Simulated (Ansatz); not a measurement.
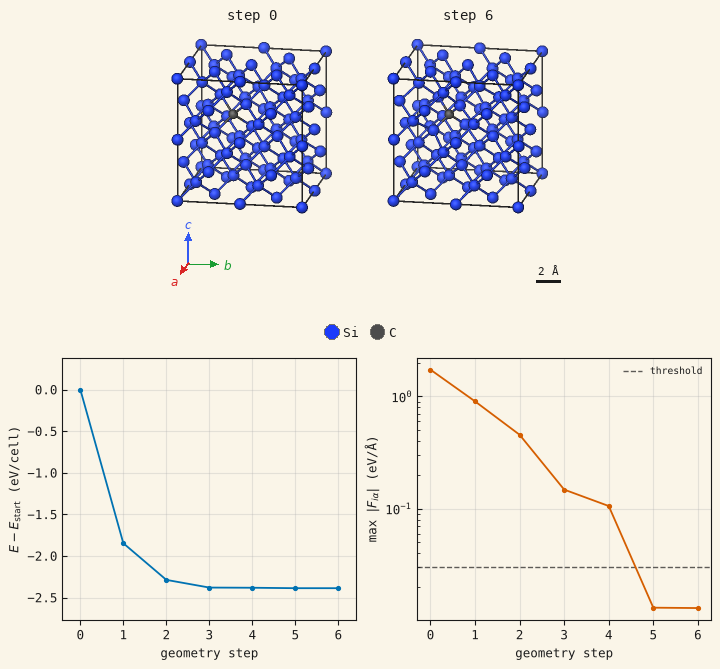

First and last geometry of a relaxation of a defect cell of composition Si₆₃C, with the history of the run. A ball-and-stick model of the cell of the calculation (origin shifted), seen slightly off an axis.

Theory: DFT, PBEsol, PAW, plane waves (Ansatz). Settings: plane-wave cutoff 420 eV; k-point mesh 1 × 1 × 1; mesh shifted by (0.25, 0.25, 0.25); no spin polarisation; atoms relaxed in a fixed cell; force threshold 0.03 eV/Å; at most 80 steps.

### Did the run converge, and what did it change?

It converged. After 6 geometry steps the energy has fallen by 2.388 eV per cell of the calculation. Largest force component: 1.7 eV/Å at the start, 0.013 eV/Å at the end. The largest move is that of a Si atom, 0.35 Å along [1 −1 1]. Largest moves by element: Si 0.35 Å, C 0.01 Å. The lattice vectors keep their values. Some distances before and after: C–Si 2.362 → 2.009 Å, C–Si 2.328 → 2.011 Å, Si–Si 2.316 → 2.410 Å, Si–Si 2.299 → 2.386 Å. Among the angles between lasting bonds that change: Si–Si–Si 111.0° → 102.4°, Si–Si–Si 108.2° → 116.5°, Si–Si–Si 108.4° → 116.5°. The run took about 6 s of wall time on a shared GPU.
